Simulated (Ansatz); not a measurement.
ZnS: several calculations on one system

Part 1: Relaxation

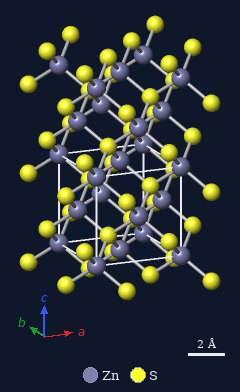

This is the input geometry for a relaxation of solid ZnS (set up in F-43m). A ball-and-stick model of the conventional cell (4 times the calculation's cell), repeated 1 × 1 × 2 with one cell outlined, seen slightly off an axis. Lengths and directions refer to the drawn axes.

Case: relaxed at 35 GPa.

Level of theory: DFT PBE, scalar-relativistic, plane waves, PAW (Ansatz).

Input
```yaml
crystal:
  lattice:
    - [0.0, 2.5671370829, 2.5671370829]
    - [2.5671370829, 0.0, 2.5671370829]
    - [2.5671370829, 2.5671370829, 0.0]
  atoms:
    - { symbol: Zn, position: [0.0, 0.0, 0.0] }
    - { symbol: S, position: [0.75, 0.75, 0.75] }
basis:
  ecutwfc: 420
kpoints:
  mp_grid: { grid: [10, 10, 10] }
hamiltonian:
  xc: pbe
scf:
  occupations: { method: fixed }
output:
  forces: true
  stress: true
  eigenvalues: true
relax:
  adjacent_minimum: "off"
  f_tol: 0.001
  max_steps: 60
  cell: { stress_tol: 0.02, p_target: 35.0 }
```

Run as
```bash
ansatz run input.yaml --threads 1 --pin off --max-ram 3072MiB --backend cpu --events-out ev --progress --plain --runs-dir out
```

Predict the outcome.

Answer. The atoms keep their places relative to the cell (all moves are under 0.005 Å). Cell: a = b = c 5.134 → 4.968 Å (−3.2 %). Volume −9.4 %. Among the contacts that change: Zn1–S2 2.223 → 2.151 Å. The space group stays F-43m (No. 216). Over 4 accepted moves (6 points after the start) the energy rises by 257 meV per atom. With the target pressure of 35 GPa, the enthalpy E + pV changes by −90.9 meV per atom. All forces vanish by symmetry, so only the cell relaxes. The pressure goes from 18.00 to 35.00 GPa. At 2 points the geometry stayed and the basis and grid were re-selected for the new cell (energy shift of 0.9 meV per atom at most each time). Cost: 6 s on 1 thread of AMD EPYC 9R45 96-Core Processor (Zen 5), on a shared host, peak memory 0.38 GiB.

The end point in the same view:

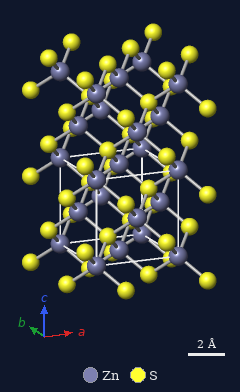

Part 2: Relaxation

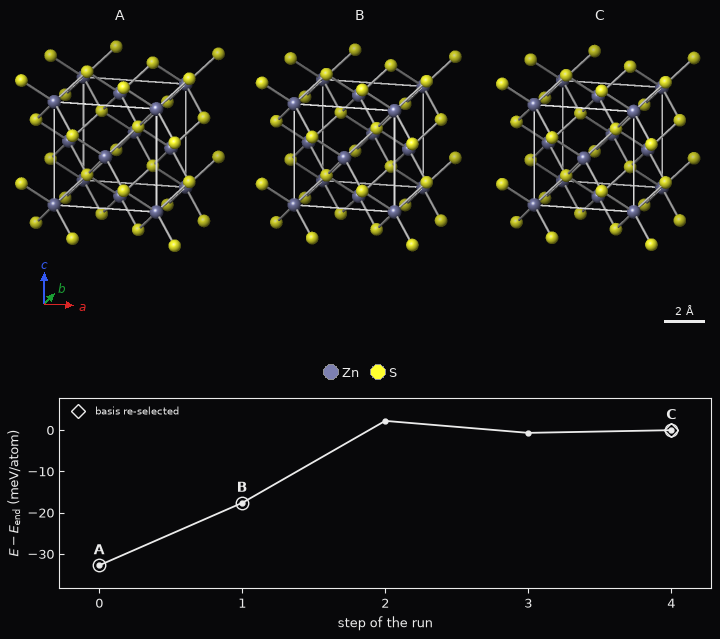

Frames of a relaxation of crystalline ZnS (set up in F-43m), marked on the history of the run. A ball-and-stick model of the conventional cell (4 times the calculation's cell), seen slightly off an axis. Lengths and directions refer to the drawn axes.

Case: relaxed at 7 GPa.

These are results of DFT PBE, scalar-relativistic, plane waves, PAW (Ansatz), not measurements. (plane-wave cutoff 420 eV; k-point mesh 10 × 10 × 10; occupations fixed; target pressure 7 GPa; no spin polarisation; cell and atoms relaxed; force threshold 0.001 eV/Å; at most 60 steps)

Q: What happens along the run?

A: After 3 accepted moves (4 points after the start) the energy has risen by 32.7 meV per atom. With the target pressure of 7 GPa, the enthalpy E + pV changes by −37.8 meV per atom. All forces vanish by symmetry, so only the cell relaxes. The pressure goes from 0.01 to 7.00 GPa. The SCF was repeated once at an unchanged geometry on a basis and grid sized afresh for the cell, which shifted the energy by 0.7 meV per atom at most. No atom moves by more than 0.005 Å relative to the cell. Cell: a = b = c 5.443 → 5.294 Å (−2.7 %). Volume −8.0 %. Some distances before and after: S–Zn 2.357 → 2.292 Å. The space group stays F-43m (No. 216). From step 0 to 1: volume −5.7 %, energy +15.1 meV per atom. From step 1 to 4: volume −2.5 %, energy +17.6 meV per atom.

Part 3: Scan

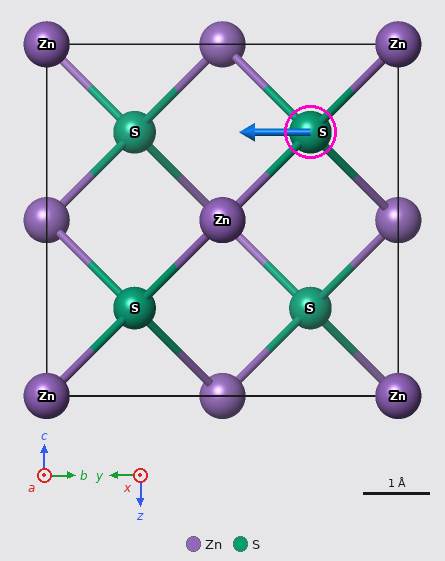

Solid ZnS (F-43m): S5 (one in each cell of 8 atoms) is moved along Cartesian [0 1 0], all else fixed. The picture shows the reference cell. The blue arrows give the direction of positive displacement. The ringed atoms are those of the scanned coordinate. The picture is a ball-and-stick view of the cell of the calculation, seen along the a axis.

Theory: DFT LDA, scalar-relativistic, plane waves, PAW (Ansatz). (plane-wave cutoff 420 eV; k-point mesh 6 × 6 × 6; occupations gaussian; smearing width 0.05 eV; no spin polarisation). Energies (free energies at the smearing named) are counted from the cell as listed in its source, which wasn't relaxed.

```xyz
8
Lattice="5.4093 0.0000 0.0000 0.0000 -5.4093 0.0000 0.0000 0.0000 -5.4093" Properties=species:S:1:pos:R:3 pbc="T T T"
Zn    0.0000   -2.7046   -2.7046
Zn    2.7046    0.0000   -2.7046
Zn    2.7046   -2.7046    0.0000
Zn    0.0000    0.0000    0.0000
S     4.0570   -4.0570   -4.0570
S     1.3523   -1.3523   -4.0570
S     1.3523   -4.0570   -1.3523
S     4.0570   -1.3523   -1.3523
```

> Predict the energy profile (the displacement: −0.2000, −0.1333, −0.0667, 0.0000, 0.0333, 0.0667, 0.1000, 0.1333, 0.1667, 0.2000 Å).

| displacement (Å) | energy change (meV/cell) |
| --- | --- |
| −0.2000 | 168.1 |
| −0.1333 | 74.9 |
| −0.0667 | 18.8 |
| 0.0000 | 0.0 |
| 0.0333 | 4.7 |
| 0.0667 | 18.8 |
| 0.1000 | 42.2 |
| 0.1333 | 74.9 |
| 0.1667 | 117.0 |
| 0.2000 | 168.1 |

Points that are alike by symmetry were computed once.

The lowest computed point lies at the displacement 0.00 Å (0.0 meV/cell). The curvature at zero is about 8.5 eV/Å². The well is symmetric. At the highest point the shortest interatomic distance is 2.23 Å, against 2.34 Å in the reference. The distortion takes the space group from F-43m to Cmm2.
